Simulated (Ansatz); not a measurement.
```
K F
1.0
     0.00000   -2.71054   -2.71054
     0.00000    2.71054   -2.71054
     5.23133    0.00000    0.00000
K F
2 2
Direct
  0.50000 0.50000 0.50000
  0.00000 0.00000 0.00000
  0.50000 0.50000 0.00000
  0.00000 0.00000 0.50000
```

Space group I4/mmm; changed on purpose from its base cell (normal strain along x -0.0350, normal strain along z +0.0000).

These are results of DFT PBE, scalar-relativistic, plane waves, PAW in Ansatz 0.2.0, not measurements.

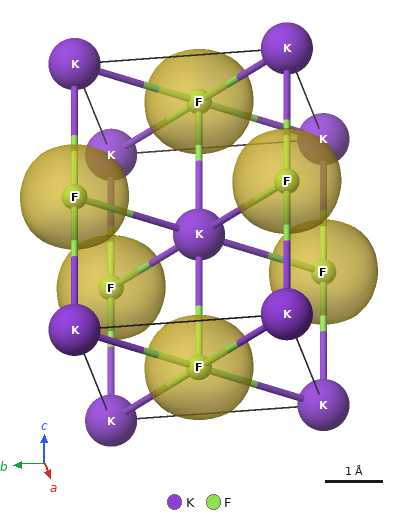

KF. Isosurface of the ELF at 0.6 (yellow), seen at an oblique angle. Core shells and regions of very low density are left out. Sticks mark near contacts.

In a PAW calculation such maps are meaningful between the atoms, not at the nuclei.

What do the ELF domains correspond to?

Answer. The ELF exceeds this value in two regions wrapped around F (the valence shell of each), counted in one cell of 4 atoms. Regions shared between cells count once. Along the contacts the grid gives the following. K–F (2.62 Å): the ELF is about 0.05 at the midpoint (a closed-shell, largely ionic contact). K–F (2.71 Å): the ELF is about 0.05 at the midpoint: a largely ionic contact.

Does the calculation give a band gap?

Answer. It is gapped, with a Kohn–Sham gap of 6.1 eV on the k-point mesh, an upper bound to the gap of this method.
